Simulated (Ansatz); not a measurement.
System: CoSi.

Input file:

```
crystal:
  lattice:
    - [2.781334, 2.781334, 0.0]
    - [2.781334, 0.0, 2.781334]
    - [2.781334, 0.0, -2.781334]
  atoms:
    - { symbol: Co, position: [0.0, 0.0, 0.0], spin: 0.6 }
    - { symbol: Co, position: [0.0, 0.5, 0.5], spin: -0.6 }
    - { symbol: Si, position: [0.5, 0.25, 0.75] }
    - { symbol: Si, position: [0.5, 0.75, 0.25] }
magnetization:
  spin_polarized: true
kpoints:
  mp_grid: { grid: [13, 13, 13] }
scf:
  occupations: { method: fermi_dirac, width: 0.03 }
  lower_state_search: "off"
hamiltonian:
  xc: pbe
  pseudopotentials: { kind: paw }
output:
  forces: true
  stress: true
  eigenvalues: true
  populations: true
  write_density: true
  write_potential: true
  elf: true
  volumetric_format: npy
```

Command:

```sh
ansatz run input.yaml --threads 2 --pin off --max-ram 6144MiB --backend cpu --events-out ev --progress --plain --runs-dir out
```

Space group Pm-3m; a structure from a database of computed crystals, not necessarily the ambient phase; the SCF solution may not be the lowest one; the program warned that a starting moment wasn't kept; spin-polarised, but the moments vanished.

Computed with DFT, PBE, PAW with Ansatz's default frozen-core files, scalar-relativistic in Ansatz 0.2.0.

Q: Predict the valence pseudo-density and electron localisation function between the atoms.

A: Co–Si (2.41 Å): ρ at the midpoint is about 0.41 e/Å³; the ELF peaks at about 0.65 in the valence shell of Si, 0.9 Å from its nucleus, and is about 0.45 at the midpoint.

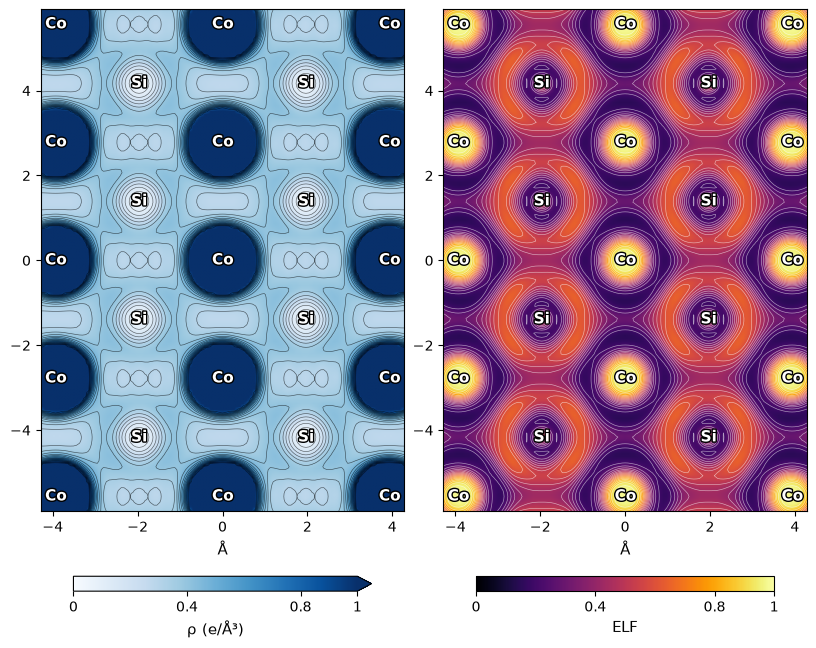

Computed valence pseudo-density and electron localisation function on the (011) plane of the calculation cell, in this order. 
